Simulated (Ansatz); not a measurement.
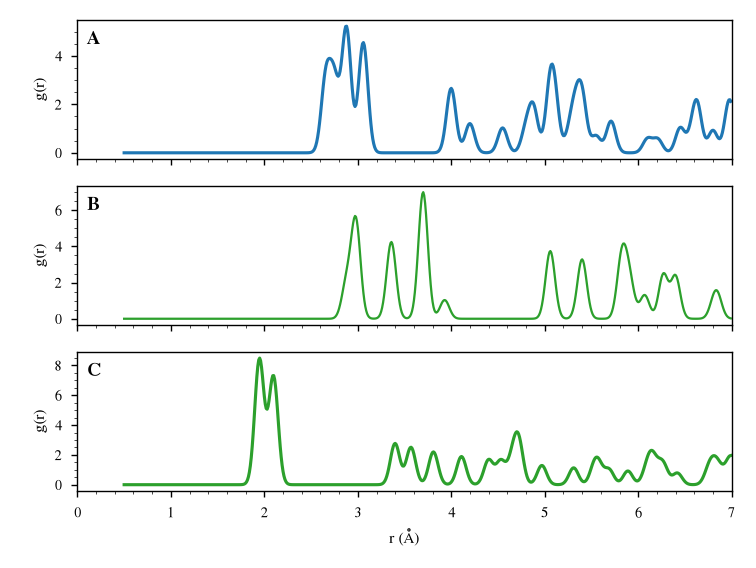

Calculated partial radial distribution functions of Ga2O3, each distance broadened by a Gaussian of σ = 0.05 Å. Basis of the simulation: the geometry relaxed with Ansatz 0.2.0, DFT, PBE, plane waves, PAW; the starting structure was generated, so it need not be a known form of this composition.

```
Ga O
1.0
     5.05777    0.00000    0.00000
    -2.52889    4.38016    0.00000
     0.00000    0.00000   13.62303
Ga O
12 18
Direct
  0.00000 0.00000 0.35584
  0.66667 0.33333 0.18917
  0.33333 0.66667 0.31083
  0.66667 0.33333 0.47749
  0.66667 0.33333 0.68917
  0.33333 0.66667 0.52251
  0.00000 0.00000 0.64416
  0.33333 0.66667 0.81083
  0.33333 0.66667 0.02251
  0.00000 0.00000 0.85584
  0.66667 0.33333 0.97749
  0.00000 0.00000 0.14416
  0.69687 0.00000 0.25000
  0.30313 0.30313 0.25000
  0.63646 0.66667 0.41667
  0.33333 0.96980 0.41667
  0.03020 0.36354 0.41667
  0.00000 0.69687 0.25000
  0.36354 0.33333 0.58333
  0.96980 0.63646 0.58333
  0.30313 0.00000 0.75000
  0.00000 0.30313 0.75000
  0.69687 0.69687 0.75000
  0.66667 0.03020 0.58333
  0.03020 0.66667 0.91667
  0.63646 0.96980 0.91667
  0.96980 0.33333 0.08333
  0.66667 0.63646 0.08333
  0.36354 0.03020 0.08333
  0.33333 0.36354 0.91667
```

**Which pair of elements belongs to which panel?**

panel A is O–O (first distance 2.66 Å); panel B is Ga–Ga (first distance 2.88 Å); panel C is Ga–O (first distance 1.95 Å).

**Give the first two coordination shells of each pair (distances closer than 0.12 Å counted as one shell; neighbours averaged over all atoms of the first element).**

| pair | first shell (Å) | neighbours in it | second shell (Å) | neighbours in the second |
| --- | --- | --- | --- | --- |
| O–O | 2.66–2.75 | 4 O per O | 2.88 | 4 |
| Ga–Ga | 2.88–2.98 | 4 Ga per Ga | 3.36 | 3 |
| Ga–O | 1.95 | 3 O per Ga | 2.10 | 3 |
